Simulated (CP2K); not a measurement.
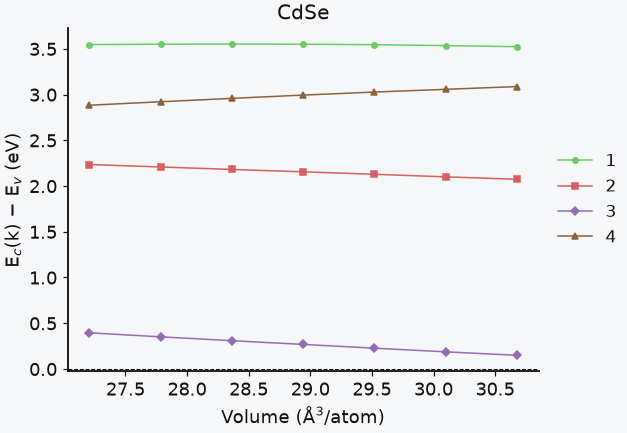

Lowest conduction level at each named k point, counted from the valence-band top at Γ. The curves are numbered.

System: zincblende CdSe, space group F-43m (No. 216), 2 atoms in the primitive cell. The cell is scaled uniformly. Level of theory: LDA, GTH_POTENTIALS Cd GTH-PADE-q12, Se GTH-PADE-q6; TZVP-MOLOPT-PBE-GTH basis, no spin polarisation, no spin-orbit coupling, 8×8×8 k mesh; code CP2K 2026.2.

**Which curve belongs to which k point: K, L, X and Γ?**

1 is K; 2 is L; 3 is Γ; 4 is X. Γ falls by 0.25 eV, L falls by 0.17 eV, X rises by 0.21 eV and K stays within 0.03 eV.

**Which of these conduction levels is lowest, and does that change?**

The lowest is the one at Γ, over the whole range, so among these points the gap stays direct.

The basis of atomic orbitals isn't converged, which shifts gaps and empty levels. Spin-orbit coupling is left out, which matters for Se. LDA, GGA and most meta-GGA functionals understate gaps. The usual form of CdSe is wurtzite, though both occur.
